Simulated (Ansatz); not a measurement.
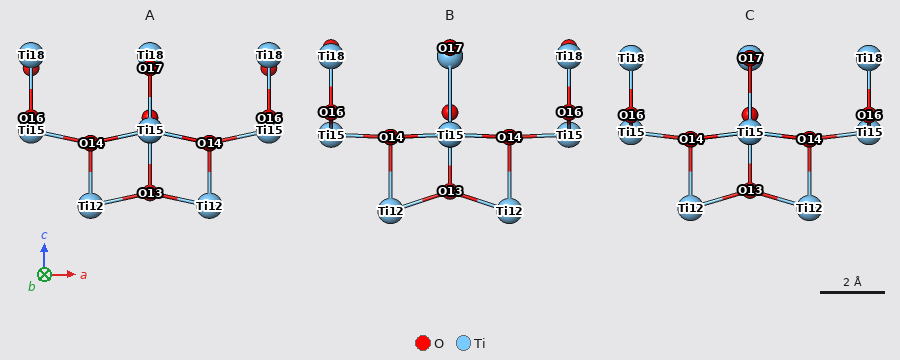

3 geometries from one relaxation of a slab of composition TiO2 (cut from the I4_1/amd phase), in shuffled order. A ball-and-stick model of the atoms within 5.0 Å of the atom that moves most (axes of the 2 × 1 repeat of the cell, outlined in the plane, without the vacuum (origin shifted)), seen along the b axis.

Case: (0 0 1) slab, atoms relaxed. The slab is the (0 0 1) face of TiO2.

The calculation used DFT PBEsol, scalar-relativistic, plane waves, PAW in Ansatz. Settings: plane-wave cutoff 420 eV; k-point mesh 7 × 7 × 1; occupations gaussian; smearing width 0.05 eV; no spin polarisation; dipole correction; atoms relaxed in a fixed cell; force threshold 0.02 eV/Å; at most 60 steps.

Order the frames from highest to lowest energy.

A, C, B. They are steps 0, 3, 11, at +1.746 eV per cell of the calculation, +0.212 eV per cell of the calculation relative to the last. The energy falls by 1.746 eV per cell of the calculation in 11 geometry steps. Largest force component: 3.2 eV/Å at the start, 0.0046 eV/Å at the end. The largest move relative to the layer's centre is that of O17, 0.65 Å along the normal (+c). By element the largest moves are O 0.65 Å, Ti 0.36 Å. The cell stays as it was. Near-neighbour distances that change, for instance: Ti15–O17 1.982 → 2.762 Å, Ti12–O14 1.982 → 2.341 Å, O16–Ti18 1.982 → 1.783 Å, O13–Ti15 1.982 → 1.799 Å. Bonds break, among them: Ti15–O17 (1.98 → 2.76 Å). Among the angles between lasting bonds that change: O16–Ti18–O17 77.9° → 98.3°, Ti15–O14–Ti15 155.8° → 175.2°, Ti15–Ti18–O17 116.2° → 135.4°.
